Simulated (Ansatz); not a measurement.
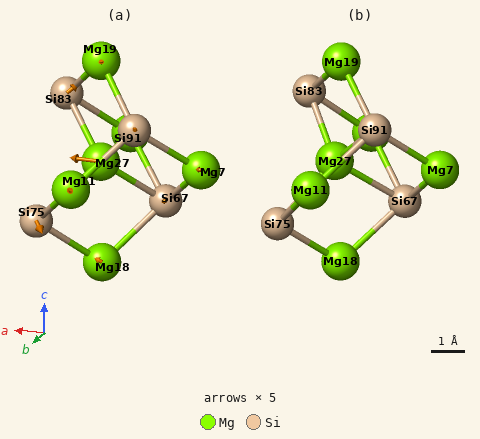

The structure of a defect cell of composition Mg₆₃Si₃₂ (cell charge −2) before (left) and after (right) a relaxation, at one scale. The orange arrows give the displacements, 5 times their true length.

Style: ball-and-stick. Shown: the atoms within 4.2 Å of the atom that moves most (axes of the cell of the calculation (origin shifted)), from a free direction.

The atoms of the start lie slightly off their symmetric places, so part of the fall in energy undoes that.

All numbers below come from Ansatz 0.2.0, DFT, PBEsol, PAW, plane waves. (plane-wave cutoff 420 eV; k-point mesh 1 × 1 × 1; mesh shifted by (0.25, 0.25, 0.25); no spin polarisation; atoms relaxed in a fixed cell; force threshold 0.03 eV/Å; at most 80 steps)

**Describe what moved and what it gained.**

After 3 geometry steps the energy has fallen by 0.632 eV per cell of the calculation. Largest force component: 0.64 eV/Å at the start, 0.0081 eV/Å at the end. The largest moves, 0.21 Å, are those of Mg atoms. By element the largest moves are Mg 0.21 Å, Si 0.12 Å. The cell doesn't change. Some distances before and after: Mg–Si 2.700 → 2.832 Å, Mg–Si 2.772 → 2.673 Å, Mg–Si 2.732 → 2.829 Å, Mg–Si 2.752 → 2.678 Å. Among the angles between lasting bonds that change: Si–Mg–Si 109.8° → 121.1°, Si–Mg–Si 109.6° → 103.0°.

Limits of the set-up: the cell is charged, on a uniform background, and energies carry no finite-size correction.
